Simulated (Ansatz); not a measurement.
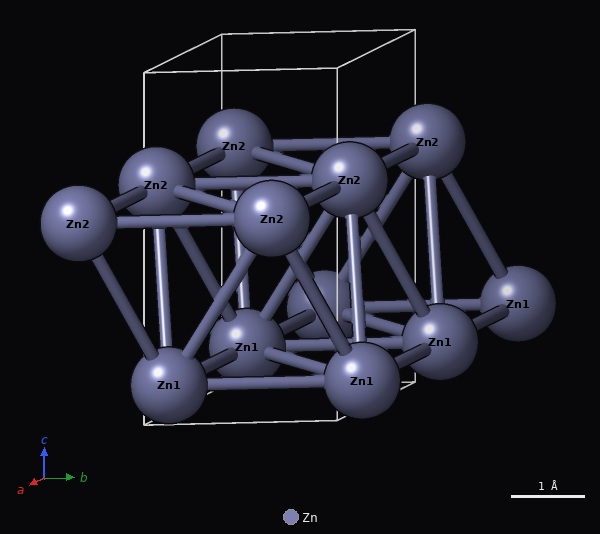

Reference structure: a symmetric starting cell of Zn. A ball-and-stick model of the cell of the calculation, repeated 3 × 2 × 1 with one cell outlined, seen slightly off an axis.

These are results of Ansatz, DFT PBE, scalar-relativistic, plane waves, PAW, not measurements. (plane-wave cutoff 420 eV; k-point mesh 15 × 15 × 8; occupations gaussian; smearing width 0.1 eV; no spin polarisation)

Now this is done to it. The cell is strained by −3.7 % along c and +2.3 % across it (volume +0.7 %), the atoms keeping their fractional coordinates. No relaxation follows. The starting cell wasn't computed here and needn't be at equilibrium, so pressure and forces aren't due to the change alone.

The input:
```yaml
crystal:
  lattice:
    - [2.7254222089, 0.0, 0.0]
    - [-1.3627111045, 2.3602848689, 0.0]
    - [0.0, 0.0, 4.762435425]
  atoms:
    - { symbol: Zn, position: [0.3333333333, 0.6666666667, 0.25] }
    - { symbol: Zn, position: [0.6666666667, 0.3333333333, 0.75] }
basis:
  ecutwfc: 420
kpoints:
  mp_grid: { grid: [15, 15, 8] }
hamiltonian:
  xc: pbe
scf:
  occupations: { method: gaussian, width: 0.1 }
output:
  forces: true
  stress: true
  eigenvalues: true
  write_density: true
  write_potential: true
  elf: true
  volumetric_format: npy
```

Command:
```bash
ansatz run input.yaml --threads 1 --pin off --max-ram 1331MiB --backend cpu --events-out ev --progress --plain --runs-dir out
```

### What is the effect?

The pressure is −1.5 GPa (not all of it need come from the change, since the unchanged cell can be under pressure at this level too). The principal stresses (compression positive) are 0.3 GPa along c and −2.4 GPa across it. All forces vanish by symmetry. Some distances before and after: Zn–Zn 2.665 → 2.725 Å, Zn–Zn 2.913 → 2.854 Å. The space group stays P6_3/mmc (No. 194).

The changed structure in the same view:

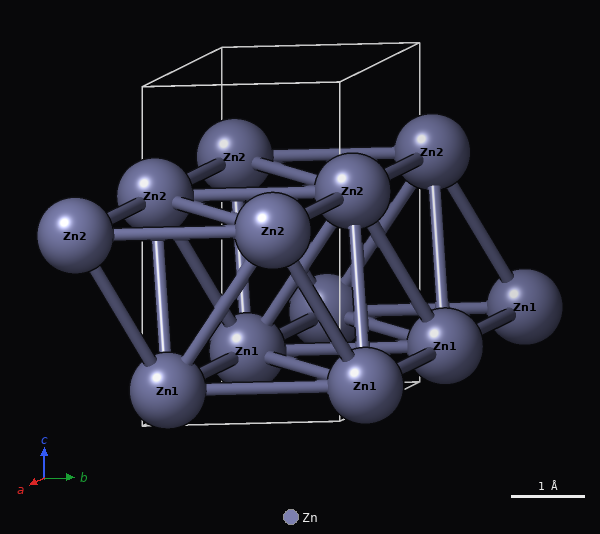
